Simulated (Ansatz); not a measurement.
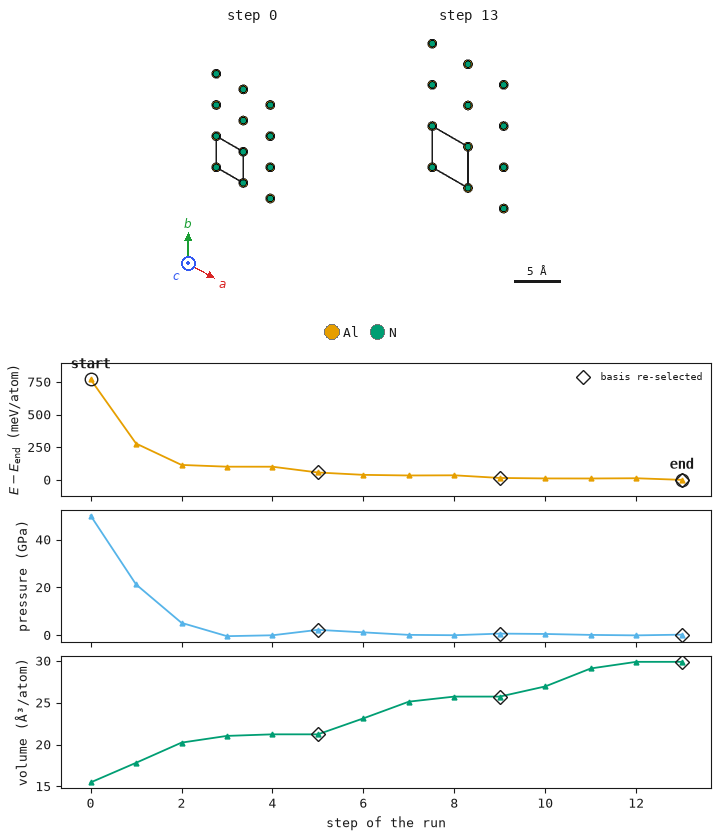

First and last geometry of a relaxation of solid AlN (a generated structure, set up in P6/mmm) (coarse preliminary run), with the history of the run. The picture is a ball-and-stick view of the cell of the calculation, repeated 2 × 3 × 1 with one cell outlined, seen along the c axis.

Computed with DFT PBE, scalar-relativistic, plane waves, PAW (Ansatz).

The input:
```yaml
crystal:
  lattice:
    - [3.41912466, 0.0, 0.0]
    - [-1.70956233, 2.96104881, 0.0]
    - [0.0, 0.0, 3.05554967]
  atoms:
    - { symbol: Al, position: [0.0, 0.0, 0.5] }
    - { symbol: "N", position: [0.0, 0.0, 0.0] }
basis:
  ecutwfc: 420
kpoints:
  mp_grid: { grid: [6, 6, 6] }
hamiltonian:
  xc: pbe
scf:
  occupations: { method: gaussian, width: 0.1 }
  lower_state_search: "off"
output:
  forces: true
  stress: true
  eigenvalues: true
relax:
  adjacent_minimum: "off"
  f_tol: 0.04
  max_steps: 70
  cell: { stress_tol: 0.4 }
```

Command:
```bash
ansatz run input.yaml --threads 1 --pin off --max-ram 2560MiB --backend cpu --events-out ev --progress --plain --runs-dir out
```

> What do the curves and the structures tell?

It converged. Over 10 accepted moves (13 points after the start) the energy falls by 769 meV per atom. All forces vanish by symmetry, so only the cell relaxes. The pressure goes from 50.06 to 0.21 GPa. At 3 points the geometry stayed and the basis and grid were re-selected for the new cell (energy shift of 44.2 meV per atom at most each time). No atom moves by more than 0.005 Å relative to the cell. The volume changes by +93.2 %, with a = b 3.419 → 4.522 Å (+32.3 %), c 3.056 → 3.375 Å (+10.5 %). Among the contacts that change: Al1–N2 1.528 → 1.687 Å. The space group stays P6/mmm (No. 191).
